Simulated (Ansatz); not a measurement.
# A convergence test on BN (Qingsongite): wavefunction cutoff

Wanted: the cheapest wavefunction cutoff that holds the PBE gap of BN (Qingsongite).

Program: Ansatz 0.2.0. Level of theory: DFT, PBE, plane waves, PAW; PAW set soft_1. Results are calculated unless marked as measured.

## (1) The starting structure

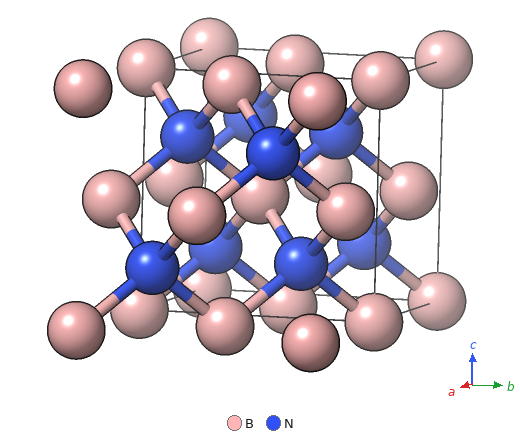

The cell as given, slightly off an axis (boron pink, nitrogen blue). 2×1×1 cells are drawn. This picture shows the conventional cell, with its axes. Bonds to atoms that aren't drawn are left out. Some periodic images of atoms are drawn too.

Coordinates:

```cif
data_structure
_symmetry_space_group_name_H-M 'F-43m'
_symmetry_Int_Tables_number 216
_cell_length_a 3.6150
_cell_length_b 3.6150
_cell_length_c 3.6150
_cell_angle_alpha 90.000
_cell_angle_beta 90.000
_cell_angle_gamma 90.000
_cell_volume 47.24
loop_
_atom_site_label
_atom_site_type_symbol
_atom_site_symmetry_multiplicity
_atom_site_Wyckoff_symbol
_atom_site_fract_x
_atom_site_fract_y
_atom_site_fract_z
_atom_site_occupancy
B1 B 4 a 0.00000 0.00000 0.00000 1
N1 N 4 d 0.25000 0.25000 0.75000 1
```

The cell and positions come from the Crystallography Open Database and are kept as given unless a step says otherwise.

## (2) Wavefunction cutoff: 190 eV

input.yaml

```yaml
crystal:
  lattice:
    - [0.0, 1.8075, 1.8075]
    - [1.8075, 0.0, 1.8075]
    - [1.8075, 1.8075, 0.0]
  atoms:
    - { symbol: B, position: [0.0, 0.0, 0.0] }
    - { symbol: "N", position: [0.25, 0.25, 0.25] }
kpoints:
  mp_grid: { grid: [10, 10, 10] }
  band_path:
    path:
      - [0.0, 0.0, 0.0]
      - [-0.5, -0.5, 0.0]
      - [-0.375, -0.375, 0.25]
      - [-0.375, 0.0, 0.375]
      - [0.0, 0.0, 0.5]
      - [-0.5, -0.25, 0.25]
    npoints: 1
hamiltonian:
  xc: pbe
  pseudopotentials: { kind: paw, azcp: { folder: soft_1 } }
scf:
  occupations: { method: fermi_dirac, width: 0.02 }
  n_extra_bands: 4
  max_iter: 80
output:
  eigenvalues: true
basis:
  ecutwfc: 190.0
```

Launch:

```bash
> ansatz run input.yaml --threads 3 --pin off --max-ram 92160MiB --backend cuda --events-out ev --progress --plain --runs-dir out --devices 1 --max-vram 13GiB
```

Numbers of over 12 decimals in the logs are rounded to 6 here.

Log:

```text
Warning: basis.ecutwfc = 190 eV is below the records' recommended 420 eV, and the density's cutoff is lower with it unless basis.ecutrho_ratio is high enough to keep the records' density cutoff: compare with a run at a higher cutoff
Warning: basis.ecutrho_ratio 4 (ecutrho = 760 eV, dense FFT grid 12×12×12): the grid does not resolve the core-correction charge of N (measure 0.13 e/Å^2.5); warned from 0.08. The energy and each atom's force then go with where the atoms sit on the grid: [figures from the program's tests cut] If this deck is also warned that a cutoff or its ratio is below what is recommended, mend that before anything below. First try basis.xc_grid, which is 1 on this run (the dense grid itself), where it is not refused (2, then 3). Above 1 the core-correction charge is laid on the exchange–correlation grid, and this warning is never given, whether or not the level is enough: [rest of the remark cut]
scf.n_extra_bands = 4 over 4 filled bands (N_el = 8.0): the run solves 8 bands
GPUs: using 1 of 1 available (devices: 1).
Engine: ansatz 0.2.0, x86_64-unknown-linux-gnu
Pseudopotentials: kind: paw
Pseudopotential: B, paw, valence charge 3, recommended cutoff 420 eV (normal), soft_1/B.paw.azcp
Pseudopotential: N, paw, valence charge 5, recommended cutoff 420 eV (normal), soft_1/N.paw.azcp
Functional definition: PBE
  parameter kappa = 0.804
  parameter beta = 0.066725
  exchange = pbe_x(kappa = kappa, mu = beta*pi^2/3)
  correlation = pbe_c(beta = beta)
device memory: the entry about to start is reckoned to put 0.8 GiB on a device that reports 63.3 GiB free (of which the cap on the GPU budget leaves the run 13.0 GiB)
GPU FFT provider: cuFFT
GPU libraries: cuBLAS 13.8.2, cuFFT 12.4.0, cuSOLVER 12.3.4
Crystal: 2 atoms, lattice volume = 11.810 Å³
Basis set: ecut = 190 eV, 65 PW (Γ)
Bands: 8, of which v1, the nominal top of the filled ones, is band 4 counted from 1 (3 counted from 0)
Symmetry: 24 space group operations
Space group: F-43m (ITA 216), of the structure as read, at distance tolerance 2.3e-5 Å
k-points: 47 of 1000 (time reversal used)
Non-local potential: B, projectors of the file, l = 0: 2, l = 1: 2, l = 2: 1
Non-local potential: N, projectors of the file, l = 0: 2, l = 1: 2, l = 2: 1
PAW form: soft (Blöchl's): semilocal exchange-correlation on the pseudo side does not see the compensation charge
PAW one-centre angular grid: B, 110 points (default); XC on 64 Gauss nodes
PAW one-centre angular grid: N, 110 points (default); XC on 64 Gauss nodes
Initial density: superposition of atomic densities (chi_scale 0.1, normalization cell, long waves kept (reshape's long-wave potential 0.00 eV rms))
Initial wavefunctions: pseudopotential atomic-orbital guess
GPU buffer pool allocated for 1728 grid points (all kernels)
GPU transforms: local potential and band sums: the whole-box path, slower on large boxes, on 12×12×12 (no pruned transform is built for box sides of 12 points)
Functional: x = pbe(κ = 0.804, μ = 0.219515), c = pbe(β = 0.066725)
SCF iter   1: F=—  HF=-537.769384 eV  |F-HF|=—  |Δ(HF+E_count)|=         —  Δρ=1.41e-1  dr2=1.18e0  ethr=3.10e-3  ⟨swp⟩=4.0  Hψ=2425  notcnv=0
preconditioner: auto → none  [insulator: Δε(μ)=4.434 eV  Ē_g=20.373 eV  σ=0.020 eV  W_gap=1.00  n_scr=0 (ndim 8)  ℏωp=30.6 eV  f_vac=0.000  D(μ)=0.00/eV (n_scr^D=0)  ε∞_Penn≈3.3]
SCF iter   2: F=—  HF=-537.603935 eV  |F-HF|=—  |Δ(HF+E_count)|=   1.65e-1  Δρ=6.97e-2  dr2=2.81e-1  ethr=3.10e-3  ⟨swp⟩=2.0  Hψ=922  notcnv=0
SCF iter   3: F=—  HF=-537.562296 eV  |F-HF|=—  |Δ(HF+E_count)|=   4.16e-2  Δρ=1.81e-3  dr2=2.21e-4  ethr=3.10e-3  ⟨swp⟩=2.0  Hψ=466  notcnv=0
SCF iter   4: F=—  HF=-537.562086 eV  |F-HF|=—  |Δ(HF+E_count)|=   2.09e-4  Δρ=2.75e-4  dr2=5.86e-6  ethr=2.77e-6  ⟨swp⟩=2.0  Hψ=593  notcnv=0
SCF iter   5: F=—  HF=-537.562099 eV  |F-HF|=—  |Δ(HF+E_count)|=   1.30e-5  Δρ=6.21e-5  dr2=3.58e-7  ethr=7.32e-8  ⟨swp⟩=2.1  Hψ=556  notcnv=0
SCF iter   6: F=-537.562099 eV  HF=-537.562099 eV  |F-HF|=2.47e-9  |Δ(HF+E_count)|=   1.11e-7  Δρ=7.19e-6  dr2=4.01e-9  ethr=1.25e-9  ⟨swp⟩=2.9  Hψ=1441  notcnv=0
SCF 1 converged in 6 iterations: F = -537.562099 eV  dr2 = 4.01e-9
[...]
device memory: the entry about to start is reckoned to put 0.6 GiB on a device that reports 61.3 GiB free (of which the cap on the GPU budget leaves the run 13.0 GiB)
NSCF: frozen V_eff on 6 k-points
SCF converged after 6 iterations
Free energy (F): -537.562099 eV
Harris-Foulkes:  -537.562099 eV  (|F-HF|=2.47e-9)
Internal energy: -537.562099 eV  (E = F + TS)
E sigma→0 (E₀):  -537.562099 eV
Fermi energy:    13.768066 eV
--- Per-component energies (eV) ---
  E_band       = 27.579411
  E_kinetic    = 188.627554
  E_local      = -149.831358  (includes V_loc(G=0)·N_el)
  E_nonlocal   = 34.966193
  E_hartree    = 46.233240
  E_xc         = -96.280452
  E_vxc        = -119.249342  (∫ρ·V_xc dr)
  E_paw        = -202.905112  (= ΣΔE_a)
  E_vpaw       = -19.413363  (= ΣTr[D̂ρ^β])
  E_aug_tail   = 0.012486  (compensation charges beyond the density's cutoff)
  E_ewald      = -358.384650
  E_smearing   = -0.000000  (= −TS)
  E_closure    = -0.000000  (closes the sum)
  Σ components = -537.562099   (vs F -537.562099, Δ=0.00e0)
--- Band table (eV; the first three rows and the last of 47) ---
  k-point 0: bands = ["-9.3764", "11.8515", "11.8515", "11.8515", "20.4526", "20.4526", "20.4526", "21.0129"]
  k-point 1: bands = ["-9.1302", "10.5525", "11.6761", "11.6761", "20.5168", "20.9281", "20.9281", "22.2748"]
  k-point 2: bands = ["-8.4227", "7.3408", "11.1184", "11.1184", "20.6489", "21.7052", "21.7052", "24.3005"]
  k-point 46: bands = ["-3.7042", "3.5411", "4.9275", "5.1757", "20.4218", "24.5556", "25.6302", "27.7826"]
```

Elapsed: 7.5 s, on 1 × NVIDIA H100 80GB HBM3 (shared by 6 runs) with 3 threads of AMD EPYC 7R13 (Zen 3), shared host; peak memory 0.84 GiB; 3.5 s of CPU time.

The column dr2 measures how far the density is from self-consistency, as an energy; F and HF (Harris–Foulkes) agree once it is small.

Numbers from this step:

```
gap                  : 3.833 eV
valence top at       : Γ
conduction bottom at : X
least direct gap     : 8.601 eV
```

The gap is indirect, with the least direct gap 4.77 eV higher.

## (3) Wavefunction cutoff: 290 eV

Changes to input.yaml since step 2:

```diff
@@ -23,3 +23,3 @@
 scf:
-  occupations: { method: fermi_dirac, width: 0.02 }
+  occupations: { method: fixed }
   n_extra_bands: 4
@@ -28,3 +28,7 @@
   eigenvalues: true
+  write_density: true
+  write_potential: true
+  elf: true
+  volumetric_format: npy
 basis:
-  ecutwfc: 190.0
+  ecutwfc: 290.0
```

Log:

```text
[...]
GPUs: using 1 of 1 available (devices: 1).
[...]
GPU FFT provider: cuFFT
GPU libraries: cuBLAS 13.8.2, cuFFT 12.4.0, cuSOLVER 12.3.4
Crystal: 2 atoms, lattice volume = 11.810 Å³
Basis set: ecut = 290 eV, 137 PW (Γ)
Bands: 8, of which v1, the nominal top of the filled ones, is band 4 counted from 1 (3 counted from 0)
Symmetry: 24 space group operations
[...]
SCF 1 converged in 7 iterations: F = -542.004671 eV  dr2 = 4.15e-10
[...]
NSCF: frozen V_eff on 6 k-points
SCF converged after 7 iterations
Free energy (F): -542.004671 eV
[...]
Internal energy: -542.004671 eV  (E = F + TS)
E sigma→0 (E₀):  -542.004671 eV
Fermi energy:    11.180425 eV
[...]
--- Band table (eV; the first three rows and the last of 47) ---
[...]
```

Wall time 4.7 s (1 × NVIDIA H100 80GB HBM3 (shared by 6 runs) with 3 threads); peak memory 0.84 GiB.

This step gave:

```
gap                  : 4.450 eV
valence top at       : Γ
conduction bottom at : X
least direct gap     : 8.830 eV
```

The gap is 4.450 eV, +0.617 eV from the run before at this level.

## (4) Wavefunction cutoff: 420 eV (the default)

input.yaml, the sections that differ from step 3:

```yaml
kpoints:
  mp_grid: { grid: [10, 10, 10] }
  band_path:
    path:
      - [[0.0, 0.0, 0.0], [-0.5, -0.5, 0.0], [-0.375, -0.375, 0.25]]
      - [[-0.375, 0.0, 0.375], [0.0, 0.0, 0.0], [0.0, 0.0, 0.5], [-0.5, -0.25, 0.25], [-0.5, -0.5, 0.0]]
    npoints: 10
scf:
  occupations: { method: fermi_dirac, width: 0.02 }
  n_extra_bands: 4
# crystal, hamiltonian, output: as in step 3
# basis: removed
```

Log:

```text
[...]
GPUs: using 1 of 1 available (devices: 1).
[...]
GPU FFT provider: cuFFT
GPU libraries: cuBLAS 13.8.2, cuFFT 12.4.0, cuSOLVER 12.3.4
Crystal: 2 atoms, lattice volume = 11.810 Å³
Basis set: ecut = 420 eV, 259 PW (Γ)
Bands: 8, of which v1, the nominal top of the filled ones, is band 4 counted from 1 (3 counted from 0)
Symmetry: 24 space group operations
[...]
SCF 1 converged in 7 iterations: F = -542.279258 eV  dr2 = 5.43e-10
[...]
NSCF: frozen V_eff on 62 k-points, pencils in batches of 32, up to order 40
SCF converged after 7 iterations
Free energy (F): -542.279258 eV
[...]
Internal energy: -542.279258 eV  (E = F + TS)
E sigma→0 (E₀):  -542.279258 eV
Fermi energy:    13.402718 eV
[...]
--- Band table (eV; the first three rows and the last of 47) ---
[...]
```

Elapsed: 5.7 s, on 1 × NVIDIA H100 80GB HBM3 (shared by 6 runs) with 3 threads; peak memory 0.86 GiB; 2.8 s of CPU time.

This step gave:

| Item | Value |
| --- | --- |
| gap | 4.467 eV |
| valence top at | Γ |
| conduction bottom at | X |
| least direct gap | 8.825 eV |

The gap is 4.467 eV, +0.016 eV from the run before at this level.

## (5) Wavefunction cutoff: 630 eV

input.yaml, the sections that differ from step 4:

```yaml
kpoints:
  mp_grid: { grid: [10, 10, 10] }
  band_path:
    path:
      - [0.0, 0.0, 0.0]
      - [-0.5, -0.5, 0.0]
      - [-0.375, -0.375, 0.25]
      - [-0.375, 0.0, 0.375]
      - [0.0, 0.0, 0.5]
      - [-0.5, -0.25, 0.25]
    npoints: 1
scf:
  occupations: { method: fixed }
  n_extra_bands: 4
  max_iter: 80
basis:
  ecutwfc: 630.0
# crystal, hamiltonian, output: as in step 4
```

Log:

```text
[...]
GPUs: using 1 of 1 available (devices: 1).
[...]
GPU FFT provider: cuFFT
GPU libraries: cuBLAS 13.8.2, cuFFT 12.4.0, cuSOLVER 12.3.4
Crystal: 2 atoms, lattice volume = 11.810 Å³
Basis set: ecut = 630 eV, 411 PW (Γ)
Bands: 8, of which v1, the nominal top of the filled ones, is band 4 counted from 1 (3 counted from 0)
Symmetry: 24 space group operations
[...]
SCF 1 converged in 7 iterations: F = -542.283538 eV  dr2 = 4.43e-10
[...]
SCF converged after 7 iterations
Free energy (F): -542.283538 eV
[...]
Internal energy: -542.283538 eV  (E = F + TS)
E sigma→0 (E₀):  -542.283538 eV
Fermi energy:    11.170176 eV
[...]
--- Band table (eV; the first three rows and the last of 47) ---
[...]
```

Run time: 7.6 s. Hardware: 1 × NVIDIA H100 80GB HBM3 (shared by 6 runs) with 3 threads; peak memory 0.85 GiB; 4 s of CPU time.

This step gave:

- gap: 4.466 eV
- valence top at: Γ
- conduction bottom at: X
- least direct gap: 8.825 eV

The gap is 4.466 eV, −0.001 eV from the run before at this level.

## (6) The series

Differences are against the last row; a negative gap means that bands overlap, and a run with a band path holds that path's time. Times are wall times on 1 × NVIDIA H100 80GB HBM3 (shared by 6 runs) with 3 threads of AMD EPYC 7R13 (Zen 3), shared host, good to a factor of about two.

```csv
wavefunction cutoff,gap (eV),direct gap (eV),gap error (eV),energy error (meV/atom),irreducible k,time
190 eV,3.833,8.601,−0.633,+2360.7,47,7.5 s
290 eV,4.450,8.830,−0.015,+139.4,47,4.7 s
420 eV,4.467,8.825,+0.001,+2.1,47,5.7 s
630 eV,4.466,8.825,+0.000,+0.0,47,7.6 s
```

## (7) What came out

```yaml
190_ev: 3.833 eV
290_ev: 4.450 eV
420_ev: 4.467 eV
630_ev: 4.466 eV
```

What this shows: The gap holds to 0.02 eV from 290 eV on. At 190 eV the gap is off by −0.633 eV and the energy by +2361 meV/atom.

[Paths, hosts, dates, memory and timing lines, banners, echoed tables and standing remarks are left out of the program output.]

[Logs are printed without paths, hosts, clocks, repeated set-up lines and the standing remarks that a program may print on its own settings, such as how far it seeks lower states.]

[Runs of the session that timed out or met a known fault of the program may be left out.]

[Cells called generated may have been cut or substituted from an entry of the Crystallography Open Database or the Materials Project.]

[Hosts, paths, dates, database ids (printed as entryN), source tags and the programs' standing remarks are cut or masked in the printed files.]
